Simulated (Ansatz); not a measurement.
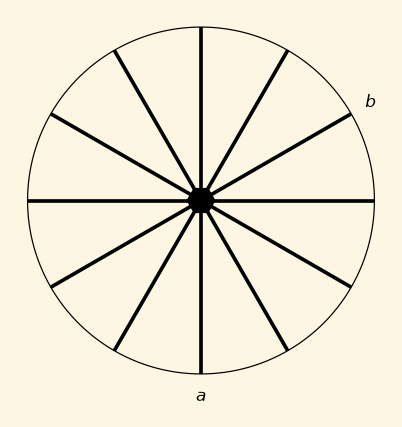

Stereographic projection: heavy lines are mirror planes (a heavy rim: a mirror in the plane of the page); lens, triangle, square and hexagon are 2-, 3-, 4- and 6-fold axes, a lens in an open square is −4, a triangle in an open hexagon −6; thin dashed diameters join the ends of axes that lie in the page; a small open circle marks inversion. The c axis points at the viewer. Computed from the symmetry operations of a computed or model structure of composition SiC.

Q: Name the crystal class.

A: 6mm (C6v), order 12, hexagonal system: one sixfold axis, six mirror planes.

Q: Can such a crystal be piezoelectric, pyroelectric or chiral?

A: It is not centrosymmetric; polar, so pyroelectricity and piezoelectricity are allowed; it is not chiral.
